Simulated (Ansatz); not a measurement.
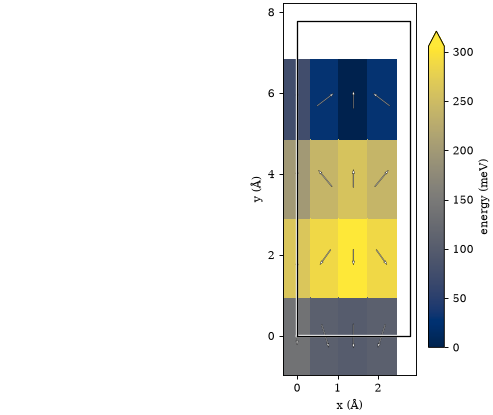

Energy landscape of Si on a Ti(110) slab cut from the P6/mmm phase, its upper half relaxed before the scan (18 atoms of substrate and one adsorbate in a 2 × 1 cell). Si is moved over the surface cell at a fixed height above a rigid substrate; the origin of the map has the adsorbate above Ti15; the height is held at 2.50 Å. Places are given modulo a cell vector. The map is drawn in real space over the plane of the surface. Grid: 4 × 4 points; 12 points were computed and 4 follow by symmetry. Places are given in fractions of the 1 × 1 surface cell. Energies: meV, counted from the lowest grid point. The runs have no spin polarisation, so an open-shell adsorbate far from the surface lies too high. At a fixed height the lowest place need not be the adsorption site. Method: DFT PBE+D3(BJ), scalar-relativistic, plane waves, PAW in Ansatz. Settings: cutoff 420 eV, k-mesh 5×4×1, gaussian smearing 0.1 eV, no spin polarisation.

In the figure: one coloured cell a grid point, arrows along the force (downhill), their lengths compressed, the outline of one cell of the plane, one colour for all values above the top of the scale. 

Where are the lowest and the highest points?

Answer. The lowest grid point is at (2/4, 3/4) of the cell vectors [nearest 2 Ti at 2.93 Å]. The highest grid point, (2/4, 1/4) of the cell vectors [nearest 1 Ti at 2.64 Å], lies 306 meV above the lowest. At the lowest point the adsorbate has 2 Ti at 2.93 Å as nearest neighbours, at the highest 1 Ti at 2.64 Å.

The values on the grid:

```csv
"second ↓, first →",0/4,1/4,2/4,3/4
3/4,75,29,0,29
2/4,200,241,260,241
1/4,263,287,306,287
0/4,137,106,101,106
```

The whole map (12 points run) took 12 min on 4 threads of Arm Neoverse V1, with other jobs on the host.

PAW datasets: the set soft_1.
